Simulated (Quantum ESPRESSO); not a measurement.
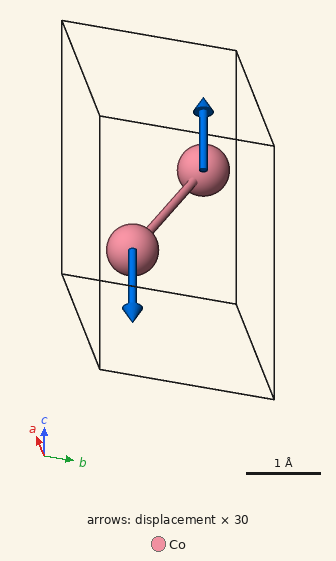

This is a relaxation of crystalline Co (set up in P-3m1). The starting structure is drawn; blue arrows show the displacements (the part carried along by the change of the cell is left out), magnified 30 times.

The picture is a ball-and-stick view of the cell of the calculation, seen from a free direction.

The run lets cell and atoms move.

Method: Kohn-Sham DFT of a periodic cell, PBEsol, PseudoDojo 0.4.1 SR PBEsol standard (Quantum ESPRESSO 7.5).

The input:
```
&CONTROL
  calculation = 'vc-relax'
  prefix = 'pwscf'
  outdir = './tmp'
  pseudo_dir = './pseudo'
  tprnfor = .true.
  tstress = .true.
  disk_io = 'low'
  nstep = 40
  forc_conv_thr = 0.0004
  etot_conv_thr = 1d-05
/
&SYSTEM
  ibrav = 0
  nat = 2
  ntyp = 1
  ecutwfc = 96
  nbnd = 28
  occupations = 'smearing'
  smearing = 'fd'
  degauss = 0.00367493
  nspin = 2
  starting_magnetization(1) = 0.1176
/
&ELECTRONS
  conv_thr = 4d-10
  electron_maxstep = 120
  mixing_beta = 0.3
/
&IONS
  ion_dynamics = 'bfgs'
/
&CELL
  cell_dynamics = 'bfgs'
  press = 0
  press_conv_thr = 0.3
/
ATOMIC_SPECIES
Co    58.9332 Co.upf
CELL_PARAMETERS angstrom
   2.4873648738    0.0000000000    0.0000000000
  -1.2436824369    2.1541211692    0.0000000000
   0.0000000000    0.0000000000    4.0632895034
ATOMIC_POSITIONS crystal
Co     0.3333333333    0.6666666667    0.7401390000
Co     0.6666666667    0.3333333333    0.2598610000
K_POINTS automatic
10 10 6 0 0 0
```

Launched with:
```bash
OMP_NUM_THREADS=1 mpirun -n 2 pw.x -nk 2 -in pw.in > pw.out
```

Question: What happened in the run?

Answer: The largest moves relative to the cell, 0.039 Å, are those of Co atoms. The volume changes by −4.3 %, with a = b 2.487 → 2.461 Å (−1.1 %), c 4.063 → 3.972 Å (−2.2 %). Some distances before and after: Co–Co 2.554 → 2.442 Å, Co–Co 2.487 → 2.461 Å, Co–Co 2.423 → 2.442 Å. The space group (tolerance 0.01 Å) goes from P-3m1 (No. 164) to P6_3/mmc (No. 194). The energy falls by 23.6 meV per atom in 6 geometry steps. The largest force component goes from 0.43 to 0.00047 eV/Å. The pressure goes from −8.84 to −0.01 GPa.

Limits of the set-up: only the magnetic order of this start and cell was tried (total moment 3.3 μB per cell).
